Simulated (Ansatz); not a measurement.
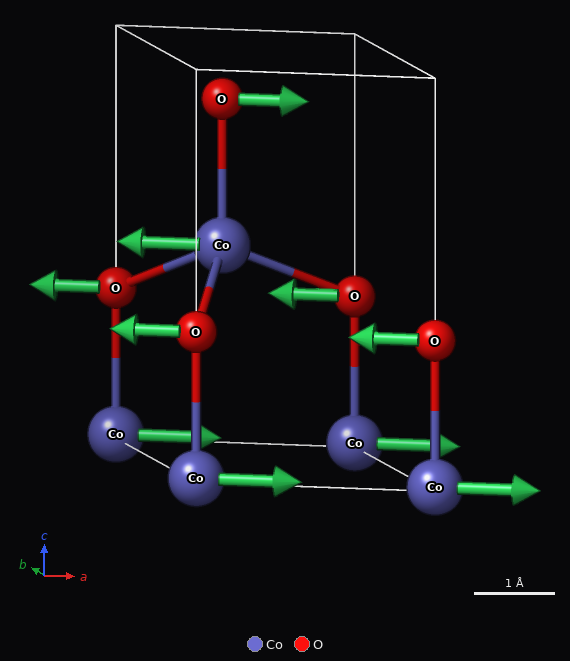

The lowest optical mode of crystalline CoO, space group P6₃mc (No. 186), at the zone centre. Displacements are drawn as green arrows; their common scale and sign are arbitrary. A ball-and-stick model of the cell of the calculation, seen slightly off an axis.

Theory: DFT PBEsol, scalar-relativistic, plane waves, PAW (Ansatz). Settings: plane-wave cutoff 420 eV; k-point mesh 18 × 18 × 8; occupations gaussian; smearing width 0.2 eV; collinear spin.

The frequencies depend somewhat on the k-mesh and the smearing.

### Is the structure stable against all modes at this point?

Yes: this softest mode has a real frequency, and so have all others here. That speaks for this wave vector alone: the rest of the zone wasn't checked in this run. This is the E₂ mode (doubly degenerate; one member of the set is drawn) at 5.7 meV, the lowest optical level, Raman-active by symmetry. All motion is along a; atoms of one kind move against one another, with no net shift of any sublattice; it mainly bends the Co–O bonds; the kinetic energy is shared as Co 84 %, O 16 %.
